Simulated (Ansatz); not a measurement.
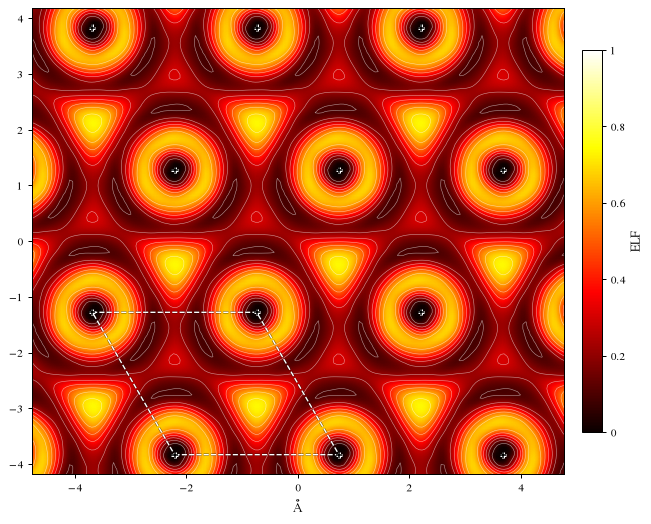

The ELF on a plane through atoms (crosses mark nuclei in the plane).

All numbers below come from DFT, PBE, plane-wave PAW, default files, scalar-relativistic, frozen cores (Ansatz 0.2.0).

Candidates:
A. Ti, a = 2.95 Å, b = 2.95 Å, c = 4.69 Å, α = 90.00°, β = 90.00°, γ = 120.00°. Space group P6₃/mmc; computed without spin polarisation.
B. HfO$_{2}$, a = 5.22 Å, b = 5.00 Å, c = 5.03 Å, α = 90.00°, β = 90.00°, γ = 90.00°. Space group Pca2₁; a structure from a database of computed crystals, not necessarily the ambient phase; computed pressure about 10 GPa in this cell.
C. WS$_{2}$, a = 3.18 Å, b = 3.18 Å, c = 12.50 Å, α = 90.00°, β = 90.00°, γ = 120.00°. Space group P6₃/mmc; computed pressure about 2 GPa in this cell; the program warned that a starting moment wasn't kept; spin-polarised, but the moments vanished.

Which candidate gave the map?

Answer. Candidate A: Ti on the (001) plane of the conventional cell, which holds Ti. Ti–Ti (2.95 Å): the ELF is about 0.25 at the midpoint (no shared electron pair shows on this line).
